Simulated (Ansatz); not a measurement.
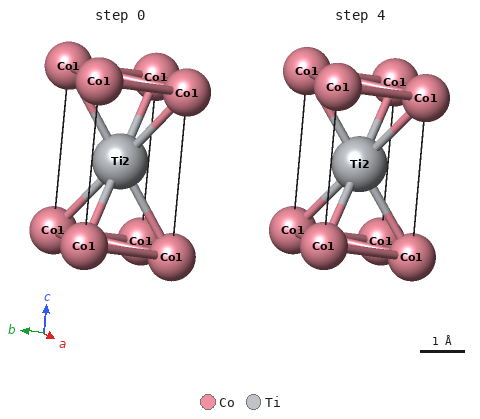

The structure of crystalline TiCo (built on the CuPt (L1 type) before (left) and after (right) a relaxation, at one scale.

A ball-and-stick model of the reduced cell, seen slightly off an axis. Lengths and directions refer to the drawn axes.

Case: no spin polarisation.

All numbers below come from DFT r2SCAN, scalar-relativistic, plane waves, PAW in Ansatz.

The input:
```yaml
crystal:
  lattice:
    - [1.5616395822, 1.5616395822, 3.5762512557]
    - [1.5616395822, 3.5762512557, 1.5616395822]
    - [3.5762512557, 1.5616395822, 1.5616395822]
  atoms:
    - { symbol: Co, position: [0.0, 0.0, 0.0] }
    - { symbol: Ti, position: [0.5, 0.5, 0.5] }
basis:
  ecutwfc: 500
kpoints:
  mp_grid: { grid: [18, 18, 18] }
hamiltonian:
  xc: r2scan
scf:
  occupations: { method: gaussian, width: 0.1 }
  lower_state_search: "off"
output:
  forces: true
  stress: true
  eigenvalues: true
  write_density: true
  write_potential: true
  elf: true
  volumetric_format: npy
relax:
  adjacent_minimum: "off"
  f_tol: 0.01
  max_steps: 60
  cell: { stress_tol: 0.05 }
```

Command:
```bash
ansatz run input.yaml --threads 1 --pin off --max-ram 2560MiB --backend cpu --events-out ev --progress --plain --runs-dir out
```

What changed between the two?

Answer. Over 3 accepted moves (4 points after the start) the energy falls by 11.7 meV per atom. All forces vanish by symmetry, so only the cell relaxes. The pressure goes from −4.48 to 0.01 GPa. At 1 point the geometry stayed and the basis and grid were re-selected for the new cell (energy shift of 0.2 meV per atom at most each time). The atoms keep their places relative to the cell (all moves are under 0.005 Å). The volume changes by −2.4 %, with a = b 2.849 → 2.863 Å (+0.5 %), c 4.203 → 4.089 Å (−2.7 %), α 70.2° → 69.5°, β 70.2° → 69.5°. Among the contacts that change: Co1–Ti2 2.539 → 2.496 Å, Co1–Co1 2.849 → 2.863 Å, Ti2–Ti2 2.849 → 2.863 Å. The space group stays R-3m (No. 166).

Limits of the set-up: an element that often carries a moment was run without spin polarisation.
